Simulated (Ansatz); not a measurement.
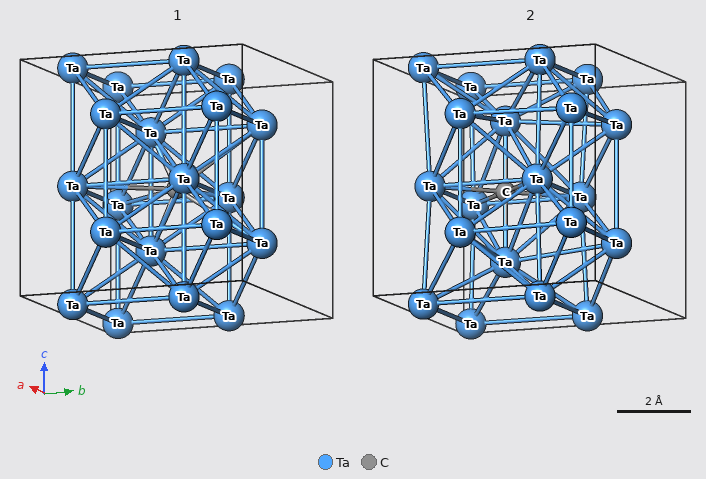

Two geometries of a defect cell of composition Ta16C, drawn at one scale. One is the start of a relaxation, the other its converged end. A ball-and-stick model of the cell of the calculation (origin shifted), seen from a free direction.

Theory: DFT PBE, scalar-relativistic, plane waves, PAW in Ansatz 0.2.0. Set-up: plane-wave cutoff 420 eV; k-point mesh 3 × 3 × 3; occupations fermi dirac; smearing width 0.15 eV; no spin polarisation; atoms relaxed in a fixed cell; force threshold 0.03 eV/Å; at most 60 steps.

**Which geometry has the lower energy?**

Structure 2 is the relaxed one. It is an interstitial C in bcc Ta. The run prepares an end point of a later path (interstitial hop) calculation, from a guessed geometry. After 7 geometry steps the energy has fallen by 3.398 eV per cell of the calculation. Largest force component: 7.2 eV/Å at the start, 0.0054 eV/Å at the end. The largest move is that of the C atom, 0.74 Å along −b. By element the largest moves are C 0.74 Å, Ta 0.32 Å. The cell doesn't change. Near-neighbour distances that change, for instance: C–Ta 2.977 → 2.259 Å, C–Ta 3.008 → 3.703 Å, C–Ta 3.035 → 3.703 Å, C–Ta 2.916 → 2.259 Å. Among the angles between lasting bonds that change: Ta–C–Ta 129.3° → 179.9°, Ta–C–Ta 124.4° → 90.0°, Ta–C–Ta 150.3° → 180.0°. The run took 53 s on 4 threads of AMD EPYC 9R14 (Zen 4), on a shared host, peak memory 1.2 GiB.

Limits of the set-up: the periodic images lie only 6.6 Å apart, so the values are limited by the cell's size.
